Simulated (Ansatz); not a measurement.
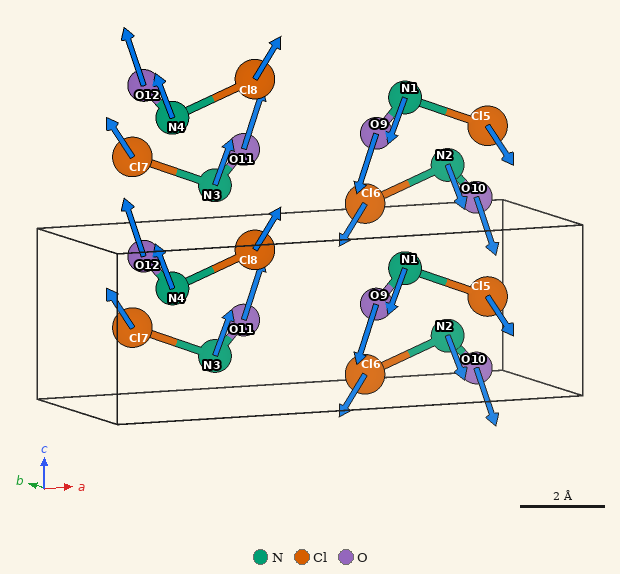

A relaxation of crystalline NClO (built on the database structure type). The starting structure is drawn; blue arrows show the displacements (the part carried along by the change of the cell is left out), magnified 5 times.

A ball-and-stick model of the cell of the calculation, repeated 1 × 1 × 2 with one cell outlined, seen slightly off an axis.

All numbers below come from Ansatz, DFT, r2SCAN+rVV10, plane waves, PAW.

Input
```yaml
crystal:
  lattice:
    - [12.1753134618, 0.0, 0.0]
    - [0.0, 4.743264263, 0.0]
    - [0.0, 0.0, 4.1249029377]
  atoms:
    - { symbol: "N", position: [0.6611693477, 0.25, 0.7671474402] }
    - { symbol: "N", position: [0.8388306523, 0.75, 0.2671474402] }
    - { symbol: "N", position: [0.3388306523, 0.75, 0.2328525598] }
    - { symbol: "N", position: [0.1611693477, 0.25, 0.7328525598] }
    - { symbol: Cl, position: [0.8385531687, 0.25, 0.571160186] }
    - { symbol: Cl, position: [0.6614468313, 0.75, 0.071160186] }
    - { symbol: Cl, position: [0.1614468313, 0.75, 0.428839814] }
    - { symbol: Cl, position: [0.3385531687, 0.25, 0.928839814] }
    - { symbol: O, position: [0.5994183247, 0.25, 0.5673451445] }
    - { symbol: O, position: [0.9005816753, 0.75, 1.0673451445] }
    - { symbol: O, position: [0.4005816753, 0.75, 0.4326548555] }
    - { symbol: O, position: [0.0994183247, 0.25, -0.0673451445] }
kpoints:
  mp_grid: { grid: [2, 6, 6] }
hamiltonian:
  xc: r2scan
  dispersion: rvv10
scf:
  occupations: { method: fermi_dirac, width: 0.03 }
relax:
  f_tol: 0.01
  cell: {}
  max_steps: 120
```

Command:
```bash
ansatz run input.yaml --threads 4 --pin off --max-ram 4608MiB --backend cpu --events-out ev --progress --plain --runs-dir out
```

Question: What happened in the run?

Answer: The largest moves relative to the cell, 0.31 Å, are those of O9, O10, O11 and O12. O11 goes in a general direction near +c. Largest moves by element: O 0.31 Å, Cl 0.24 Å, N 0.24 Å. The volume changes by −9.9 %, with a 12.175 → 11.216 Å (−7.9 %), b 4.743 → 4.879 Å (+2.9 %), c 4.125 → 3.922 Å (−4.9 %). Near-neighbour distances that change, for instance: N1–Cl5 2.306 → 2.341 Å, N1–O9 1.116 → 1.104 Å. The space group stays Pnma (No. 62). Over 8 accepted moves (10 points after the start) the energy falls by 0.176 eV per cell of the calculation. The largest force component goes from 0.78 to 0.0039 eV/Å. The pressure goes from −1.01 to 0.00 GPa. At 2 points the geometry stayed and the basis and grid were re-selected for the new cell (energy shift of 10.8 meV per cell of the calculation at most each time). Cost: 3.1 min on 4 threads of Arm Neoverse V1, on a shared host, peak memory 1.5 GiB.
